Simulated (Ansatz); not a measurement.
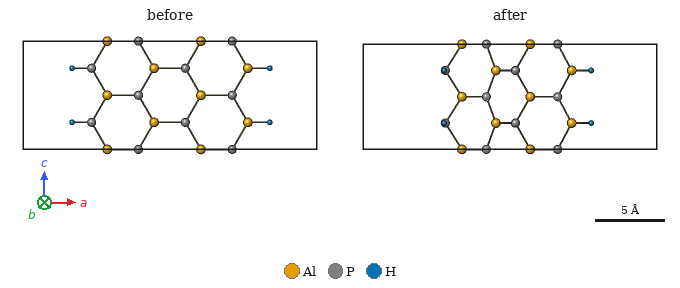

The structure of a wire of composition Al₂P₂H before (left) and after (right) a relaxation, at one scale.

Style: ball-and-stick. Shown: the 2 repeat of the cell, with the vacuum cut short, along the b axis.

Case: zigzag ribbon, 4 formula units a period, edges capped with H, edge spins parallel.

These are results of DFT PBE, scalar-relativistic, plane waves, PAW (Ansatz 0.2.0), not measurements. Set-up: plane-wave cutoff 420 eV; k-point mesh 1 × 1 × 14; occupations gaussian; smearing width 0.05 eV; collinear spin; cell relaxed at fixed a, b, alpha, beta, gamma; force threshold 0.02 eV/Å; at most 45 steps.

Summarise the run.

The largest move relative to the centre of the atoms is that of an H atom, 2.76 Å. Largest moves by element: H 2.76 Å, P 1.94 Å, Al 1.18 Å. Along the periodic axis the drawn cell goes c 7.879 → 7.662 Å (−2.8 %). Among the contacts that change: Al–P 2.274 → 2.338 Å, Al–P 2.274 → 2.316 Å, Al–P 2.274 → 2.294 Å, Al–H 1.600 → 1.591 Å. Bond angles that change, for instance: Al–P–Al 120.0° → 85.3°, Al–P–Al 120.0° → 91.6°, Al–P–Al 120.0° → 102.5°. After 34 accepted moves (40 points after the start) the energy has fallen by 0.464 eV per cell of the calculation. The largest force component goes from 0.52 to 0.013 eV/Å. The line search rejected the trial steps at points 8, 12, 21, 26, 31 of the run. At 1 point the geometry stayed and the basis and grid were re-selected for the new cell (energy shift of 1.3 meV per cell of the calculation at most each time). The program noted that the starting moments weren't kept.
